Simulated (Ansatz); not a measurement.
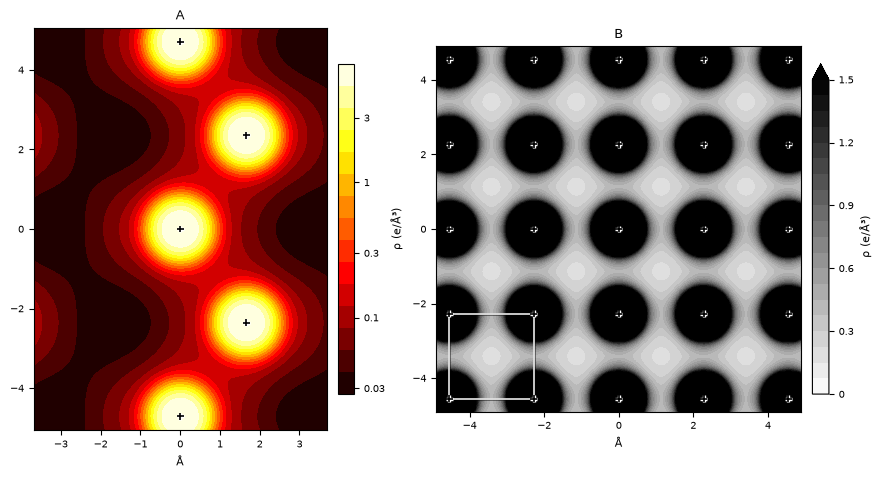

The valence charge density (pseudo) of 2 systems, each on a plane through atoms (crosses mark nuclei in the plane).

The calculation used Ansatz 0.2.0, DFT, RPBE, plane waves (420 eV) with PAW, scalar-relativistic.

System 1: Sc, the (101) plane of the conventional cell. Space group Fd-3m; set up as Sc, diamond; a generated structure, not necessarily the stable one; changed on purpose from its base cell (volume × 0.92).

System 2: Co, the (001) plane of the conventional cell. Space group Pm-3m; set up as Co, simple cubic; a generated structure, not necessarily the stable one; changed on purpose from its base cell (volume × 0.96); computed pressure about 8 GPa in this cell; computed without spin polarisation.

```yaml
crystal:
  lattice:
    - [2.27461, 0.00000, 0.00000]
    - [0.00000, 2.27461, 0.00000]
    - [0.00000, 0.00000, 2.27461]
  atoms:
    - { symbol: Co, position: [0.00000, 0.00000, 0.00000] }
```

Which map belongs to which system?

Panel A is system 1, Sc: the plane holds Sc. Sc–Sc (2.89 Å): ρ at the midpoint is about 0.14 e/Å³. Panel B is system 2, Co: the plane holds Co. Co–Co (2.27 Å): ρ is about 0.43 e/Å³ halfway.
